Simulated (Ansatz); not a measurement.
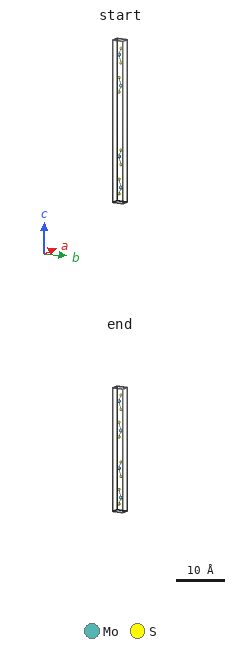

The structure of solid MoS₂ (built on the database structure type) before (top) and after (bottom) a relaxation, at one scale.

The picture is a ball-and-stick view of the cell of the calculation, seen from a free direction.

Method: Ansatz, DFT, PBE-D3(BJ), plane waves, PAW.

Input
```yaml
crystal:
  lattice:
    - [3.1837189491, 0.0, 0.0]
    - [-1.5918594745, 2.7571814884, 0.0]
    - [0.0, 0.0, 34.47923848]
  atoms:
    - { symbol: Mo, position: [0.66666667, 0.33333333, 0.90644437] }
    - { symbol: Mo, position: [0.66666667, 0.33333333, 0.27909697] }
    - { symbol: Mo, position: [0.33333333, 0.66666667, 0.72090303] }
    - { symbol: Mo, position: [0.33333333, 0.66666667, 0.09355563] }
    - { symbol: S, position: [0.33333333, 0.66666667, 0.9514537] }
    - { symbol: S, position: [0.33333333, 0.66666667, 0.32408825] }
    - { symbol: S, position: [0.66666667, 0.33333333, 0.76591034] }
    - { symbol: S, position: [0.66666667, 0.33333333, 0.13856869] }
    - { symbol: S, position: [0.33333333, 0.66666667, 0.86143131] }
    - { symbol: S, position: [0.33333333, 0.66666667, 0.23408966] }
    - { symbol: S, position: [0.66666667, 0.33333333, 0.67591175] }
    - { symbol: S, position: [0.66666667, 0.33333333, 0.0485463] }
kpoints:
  mp_grid: { grid: [12, 12, 2] }
hamiltonian:
  xc: pbe
  dispersion: d3bj
scf:
  occupations: { method: fermi_dirac, width: 0.02 }
relax:
  f_tol: 0.005
  cell: {}
```

Launched with:
```bash
ansatz run input.yaml --threads 8 --pin off --max-ram 11059MiB --backend cpu --events-out ev --progress --plain --runs-dir out
```

Q: What changed between the two?

A: The run was cut off at its time limit before the relaxation converged, so the last structure is only a point on the way. Over 19 accepted moves (20 points after the start) the energy falls by 18.0 meV per atom. Largest force component: 0.17 eV/Å at the start, 0.042 eV/Å at the end. Pressure: −1.31 GPa at the start and 0.01 GPa at the end. The line search rejected the trial step at point 1 of the run. The largest moves relative to the cell, 2.07 Å, are those of S6 and S11. S6 goes along +c. Largest moves by element: S 2.07 Å, Mo 1.69 Å. The drawn cell changes as follows: a = b 3.184 → 3.151 Å (−1.0 %), c 34.479 → 26.238 Å (−23.9 %); the volume changes by −25.5 %. Near-neighbour distances that change, for instance: Mo1–S5 2.406 → 2.399 Å. The space group stays P-3m1 (No. 164).
